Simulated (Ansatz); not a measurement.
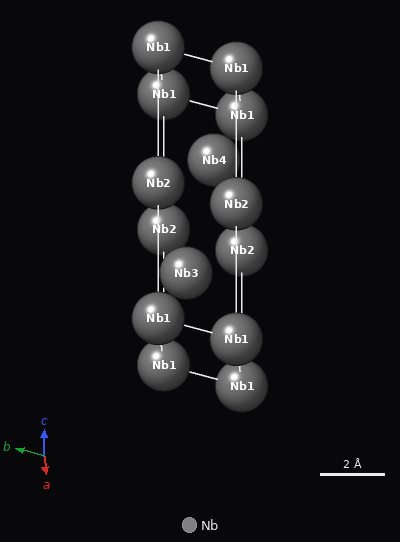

The structure (spheres-only view of the cell of the calculation, seen at an oblique angle; atoms are numbered from 1 in the order of the input).

# Two runs on Nb

System: Nb (P6₃/mmc, 4 atoms in the cell).
Method of run 1: DFT, PBE, plane waves (420 eV) with PAW, scalar-relativistic, spin-polarised (Ansatz 0.2.0).

Text and figures count atoms from 1; the logs count them from 0 in places.

Input file, run 1:
```yaml
crystal:
  lattice:
    - [2.7420983874, 0.0, 0.0]
    - [-1.3710491937, 2.3747268631, 0.0]
    - [0.0, 0.0, 10.0866460541]
  atoms:
    - { symbol: Nb, position: [0.0, 0.0, 0.0], spin: 1.0 }
    - { symbol: Nb, position: [0.0, 0.0, 0.5], spin: 1.0 }
    - { symbol: Nb, position: [0.3333333333, 0.6666666667, 0.25], spin: 1.0 }
    - { symbol: Nb, position: [0.6666666667, 0.3333333333, 0.75], spin: 1.0 }
hamiltonian:
  xc: pbe
  pseudopotentials:
    kind: paw
    azcp:
      Nb: "pseudopotentials/Nb.paw.azcp"
basis:
  ecutwfc: 420
  fft_grid_basis: typed
kpoints:
  mp_grid: { grid: [17, 17, 4], shift: [0, 0, 0] }
magnetization:
  spin_polarized: true
scf:
  occupations: { method: fermi_dirac, width: 0.05 }
output:
  stress: true
```

Hardware: 2 threads of an x86-64 CPU, shared host.

Output, shortened to warnings, some set-up lines, iterations and results (run 1):
```
WARN: the starting moments were not kept: the SCF closed with an absolute magnetisation of 6.5e-6 μB, where they sum to 4 μB in size (4 sites). That is at most 0.1 of that sum. Measured as dr2_m measures the in/out step, that magnetisation stands 2.4e-12 eV from none, at or under the dr2_threshold of 1.0e-7 eV: it is no larger than a step whose dr2_m would equal this threshold. The system may …
Basis set: ecut = 420 eV, 1311 PW (Γ)
Symmetry: 24 space group operations
k-points: 99 of 1156
Initial density: superposition of atomic densities (chi_scale 0.1, normalization cell)
[...]
SCF iter   1: F=—  HF=-18209.412829 eV  |F-HF|=—  |Δ(HF+E_count)|=         —  Δρ=5.86e-2 (↑5.86e-2 ↓3.21e-2)  dr2=3.67e0  dr2_m=4.99e-1  M=0.950 μB ∫|m|=0.950 μB  β_m=0.30  …
SCF iter   2: F=—  HF=-18208.295800 eV  |F-HF|=—  |Δ(HF+E_count)|=    1.12e0  Δρ=4.34e-2 (↑4.34e-2 ↓2.48e-2)  dr2=2.00e0  dr2_m=2.75e-1  M=0.780 μB ∫|m|=0.780 μB  β_m=0.65  …
SCF iter   3: F=—  HF=-18207.328245 eV  |F-HF|=—  |Δ(HF+E_count)|=   9.68e-1  Δρ=3.21e-3 (↑3.16e-3 ↓3.21e-3)  dr2=1.09e-2  dr2_m=3.02e-3  M=0.163 μB ∫|m|=0.163 μB  β_m=0.76  …
SCF iter   4: F=—  HF=-18207.339755 eV  |F-HF|=—  |Δ(HF+E_count)|=   1.15e-2  Δρ=3.47e-3 (↑3.41e-3 ↓3.47e-3)  dr2=1.38e-1  dr2_m=3.09e-4  M=0.061 μB ∫|m|=0.061 μB  β_m=0.76  …
SCF iter   5: F=—  HF=-18207.334305 eV  |F-HF|=—  |Δ(HF+E_count)|=   5.45e-3  Δρ=7.47e-4 (↑7.35e-4 ↓7.47e-4)  dr2=2.03e-3  dr2_m=2.09e-4  M=0.050 μB ∫|m|=0.050 μB  β_m=0.77  …
SCF iter   6: F=—  HF=-18207.334606 eV  |F-HF|=—  |Δ(HF+E_count)|=   3.01e-4  Δρ=2.93e-4 (↑2.93e-4 ↓2.71e-4)  dr2=8.23e-6  dr2_m=4.62e-5  M=0.022 μB ∫|m|=0.022 μB  β_m=0.89  …
SCF iter   7: F=—  HF=-18207.334673 eV  |F-HF|=—  |Δ(HF+E_count)|=   6.73e-5  Δρ=7.98e-5 (↑7.98e-5 ↓7.25e-5)  dr2=5.11e-6  dr2_m=2.35e-6  M=0.004 μB ∫|m|=0.004 μB  β_m=0.82  …
SCF iter   8: F=—  HF=-18207.334674 eV  |F-HF|=—  |Δ(HF+E_count)|=   1.22e-6  Δρ=1.79e-5 (↑1.79e-5 ↓9.71e-6)  dr2=8.36e-7  dr2_m=7.00e-8  M=0.000 μB ∫|m|=0.001 μB  β_m=0.80  …
SCF iter   9: F=—  HF=-18207.334674 eV  |F-HF|=—  |Δ(HF+E_count)|=   7.82e-8  Δρ=4.43e-6 (↑4.43e-6 ↓4.22e-6)  dr2=3.05e-9  dr2_m=1.06e-8  M=-0.000 μB ∫|m|=0.000 μB  β_m=0.90  …
SCF iter  10: F=—  HF=-18207.334674 eV  |F-HF|=—  |Δ(HF+E_count)|=   2.64e-8  Δρ=1.45e-6 (↑1.12e-6 ↓1.45e-6)  dr2=1.38e-9  dr2_m=7.30e-10  M=-0.000 μB ∫|m|=0.000 μB  β_m=0.89 …
SCF iter  11: F=—  HF=-18207.334674 eV  |F-HF|=—  |Δ(HF+E_count)|=   1.31e-9  Δρ=4.59e-7 (↑4.59e-7 ↓3.76e-7)  dr2=2.73e-10  dr2_m=4.99e-11  M=0.000 μB ∫|m|=0.000 μB  β_m=0.80 …
SCF iter  12: F=-18207.334674 eV  HF=-18207.334674 eV  |F-HF|=0.00e0  |Δ(HF+E_count)|=  1.09e-11  Δρ=1.07e-7 (↑1.07e-7 ↓7.07e-8)  dr2=9.66e-12  dr2_m=3.90e-12  M=0.000 μB …
SCF 1 converged in 12 iterations: F = -18207.334674 eV  dr2 = 9.66e-12
WARN: the starting moments were not kept: the SCF closed with an absolute magnetisation of 6.5e-6 μB, where they sum to 4 μB in size (4 sites). That is at most 0.1 of that sum. Measured as dr2_m measures the in/out step, that magnetisation stands 2.4e-12 eV from none, at or under the dr2_threshold …
SCF converged after 12 iterations
Magnetization: 0.0000 μB (26.0000 up, 26.0000 down)
Absolute magnetization: 0.0000 μB (∫|ρ↑−ρ↓|, with the PAW one-centre terms)
Spin contamination: 0.0000 ħ² per cell (⟨S²⟩ above its minimum at these occupations)
Per-site moments (μB) at R_I (Å): [(-4.988339862643618e-7, 1.131115584787081), (-4.988339862494186e-7, 1.131115584787081), (1.4897813275133128e-6, 1.131115584787081), (1.4897813275664453e-6, 1.131115584787081)]
Free energy (F): -18207.334674 eV
Harris-Foulkes:  -18207.334674 eV  (|F-HF|=0.00e0)
Internal energy: -18207.293036 eV  (E = F + TS)
E sigma→0 (E₀):  -18207.313855 eV
Entropy (-TS):   -0.041638 eV (-10.409 meV/atom)
Fermi energy:    20.152549 eV
--- Per-component energies (eV) ---
  E_band       = -163.487324
  E_kinetic    = 1600.730289
  E_local      = -2583.929121  (includes V_loc(G=0)·N_el)
  E_nonlocal   = 483.231166
  E_hartree    = 815.742905
  E_xc         = -709.144133
  E_vxc        = -861.225930  (∫ρ·V_xc dr)
[...]
```

The input of run 2 differs as follows (lines with − go, lines with + come):
```diff
-    - [2.7420983874, 0.0, 0.0]
-    - [-1.3710491937, 2.3747268631, 0.0]
-    - [0.0, 0.0, 10.0866460541]
+    - [2.9716305663, 0.0, 0.0]
+    - [-1.4858152831, 2.5735075611, 0.0]
+    - [0.0, 0.0, 10.9309665414]
```

What does this change do to the results?

With the same functional and potentials, run 2 lies 57.1 meV per atom lower. The pressure goes from 26.34 to −14.67 GPa. The volume per atom goes from 16.42 to 20.90 Å³. The SCF takes 11 iterations against 12. The plane waves at Γ go from 1311 to 1585.

Output, shortened to warnings, some set-up lines, iterations and results (run 2):
```
WARN: the starting moments were not kept: the SCF closed with an absolute magnetisation of 1.3e-5 μB, where they sum to 4 μB in size (4 sites). That is at most 0.1 of that sum. Measured as dr2_m measures the in/out step, that magnetisation stands 8.6e-12 eV from none, at or under the dr2_threshold of 1.0e-7 eV: it is no larger than a step whose dr2_m would equal this threshold. The system may …
Basis set: ecut = 420 eV, 1585 PW (Γ)
Symmetry: 24 space group operations
k-points: 99 of 1156
Initial density: superposition of atomic densities (chi_scale 0.1, normalization cell)
[...]
SCF iter   1: F=—  HF=-18208.634464 eV  |F-HF|=—  |Δ(HF+E_count)|=         —  Δρ=5.53e-2 (↑5.53e-2 ↓2.81e-2)  dr2=5.66e0  dr2_m=4.07e-1  M=1.201 μB ∫|m|=1.201 μB  β_m=0.30  …
SCF iter   2: F=—  HF=-18208.216917 eV  |F-HF|=—  |Δ(HF+E_count)|=   4.18e-1  Δρ=4.12e-2 (↑4.12e-2 ↓2.20e-2)  dr2=3.12e0  dr2_m=2.32e-1  M=0.986 μB ∫|m|=0.986 μB  β_m=0.65  …
SCF iter   3: F=—  HF=-18207.524595 eV  |F-HF|=—  |Δ(HF+E_count)|=   6.92e-1  Δρ=4.73e-3 (↑4.73e-3 ↓4.71e-3)  dr2=2.61e-2  dr2_m=4.30e-3  M=0.224 μB ∫|m|=0.224 μB  β_m=0.82  …
SCF iter   4: F=—  HF=-18207.562542 eV  |F-HF|=—  |Δ(HF+E_count)|=   3.79e-2  Δρ=8.63e-4 (↑8.63e-4 ↓8.25e-4)  dr2=7.79e-4  dr2_m=3.33e-4  M=0.071 μB ∫|m|=0.071 μB  β_m=0.91  …
SCF iter   5: F=—  HF=-18207.563086 eV  |F-HF|=—  |Δ(HF+E_count)|=   5.44e-4  Δρ=2.74e-4 (↑2.68e-4 ↓2.74e-4)  dr2=2.87e-5  dr2_m=4.50e-5  M=0.025 μB ∫|m|=0.025 μB  β_m=0.96  …
SCF iter   6: F=—  HF=-18207.563173 eV  |F-HF|=—  |Δ(HF+E_count)|=   8.74e-5  Δρ=6.29e-5 (↑5.78e-5 ↓6.29e-5)  dr2=1.49e-5  dr2_m=1.74e-6  M=0.004 μB ∫|m|=0.004 μB  β_m=0.98  …
SCF iter   7: F=—  HF=-18207.563175 eV  |F-HF|=—  |Δ(HF+E_count)|=   2.58e-6  Δρ=2.59e-5 (↑2.46e-5 ↓2.59e-5)  dr2=9.28e-7  dr2_m=3.76e-7  M=0.002 μB ∫|m|=0.002 μB  β_m=0.99  …
SCF iter   8: F=—  HF=-18207.563177 eV  |F-HF|=—  |Δ(HF+E_count)|=   1.37e-6  Δρ=1.32e-5 (↑1.32e-5 ↓1.04e-5)  dr2=1.91e-6  dr2_m=1.51e-8  M=0.000 μB ∫|m|=0.000 μB  β_m=0.99  …
SCF iter   9: F=—  HF=-18207.563177 eV  |F-HF|=—  |Δ(HF+E_count)|=   1.02e-7  Δρ=2.46e-6 (↑2.46e-6 ↓1.99e-6)  dr2=6.54e-9  dr2_m=3.06e-9  M=0.000 μB ∫|m|=0.000 μB  β_m=0.99  …
SCF iter  10: F=—  HF=-18207.563177 eV  |F-HF|=—  |Δ(HF+E_count)|=   6.86e-9  Δρ=5.36e-7 (↑4.32e-7 ↓5.36e-7)  dr2=1.37e-10  dr2_m=1.56e-10  M=0.000 μB ∫|m|=0.000 μB  β_m=1.00 …
SCF iter  11: F=-18207.563177 eV  HF=-18207.563177 eV  |F-HF|=0.00e0  |Δ(HF+E_count)|=  2.80e-10  Δρ=1.10e-7 (↑7.16e-8 ↓1.10e-7)  dr2=1.20e-11  dr2_m=4.97e-12  M=-0.000 μB …
SCF 1 converged in 11 iterations: F = -18207.563177 eV  dr2 = 1.20e-11
WARN: the starting moments were not kept: the SCF closed with an absolute magnetisation of 1.3e-5 μB, where they sum to 4 μB in size (4 sites). That is at most 0.1 of that sum. Measured as dr2_m measures the in/out step, that magnetisation stands 8.6e-12 eV from none, at or under the dr2_threshold …
SCF converged after 11 iterations
Magnetization: -0.0000 μB (26.0000 up, 26.0000 down)
Absolute magnetization: 0.0000 μB (∫|ρ↑−ρ↓|, with the PAW one-centre terms)
Spin contamination: 0.0000 ħ² per cell (⟨S²⟩ above its minimum at these occupations)
Per-site moments (μB) at R_I (Å): [(-2.6164932978207254e-6, 1.2257976086039566), (-2.616493297890421e-6, 1.2257976086039566), (2.4895412568985624e-6, 1.2257976086039566), (2.4895412569602882e-6, 1.2257976086039566)]
Free energy (F): -18207.563177 eV
Harris-Foulkes:  -18207.563177 eV  (|F-HF|=0.00e0)
Internal energy: -18207.512526 eV  (E = F + TS)
E sigma→0 (E₀):  -18207.537852 eV
Entropy (-TS):   -0.050651 eV (-12.663 meV/atom)
Fermi energy:    15.205753 eV
--- Per-component energies (eV) ---
  E_band       = -421.527273
  E_kinetic    = 1561.422255
  E_local      = -3144.810719  (includes V_loc(G=0)·N_el)
  E_nonlocal   = 478.228637
  E_hartree    = 977.576600
  E_xc         = -695.503676
  E_vxc        = -842.793022  (∫ρ·V_xc dr)
[...]
```

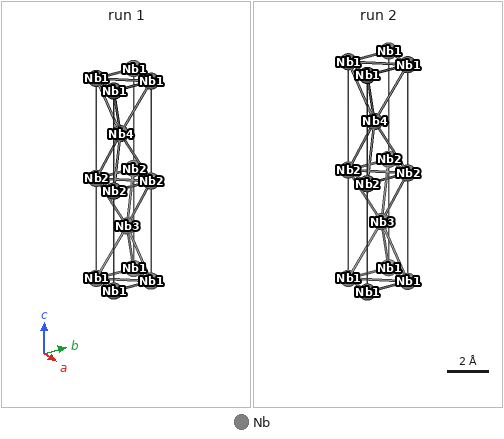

The two input geometries at one scale (ball-and-stick view of the cell of the calculation, seen slightly off an axis). The atoms keep their places relative to the cell (all moves are under 0.005 Å). Cell: a = b 2.742 → 2.972 Å (+8.4 %), c 10.087 → 10.931 Å (+8.4 %). Volume +27.3 %. Among the contacts that change: Nb1–Nb3 2.977 → 3.227 Å, Nb1–Nb1 2.742 → 2.972 Å.

The two runs side by side:

```tsv
quantity	run 1	run 2
outcome	converged	converged
free energy per atom (eV)	−4551.8337	−4551.8908
energy per atom, smearing taken to zero (eV)	−4551.8285	−4551.8845
net moment of the cell (μB)	0.00	0.00
absolute moment of the cell (μB)	0.00	0.00
pressure (GPa)	26.34	−14.67
volume per atom (Å³)	16.42	20.90
SCF iterations	12	11
irreducible k-points	99	99
plane waves at Γ	1311	1585
wall time (shared host)	11 s	14 s
```

For both runs: Warnings: some starting moments were not kept. For run 1: The cell is under a pressure of 26 GPa at this level, so it is not at its equilibrium volume. For run 2: The cell is under a tension of 14.7 GPa at this level, so it is not at its equilibrium volume.
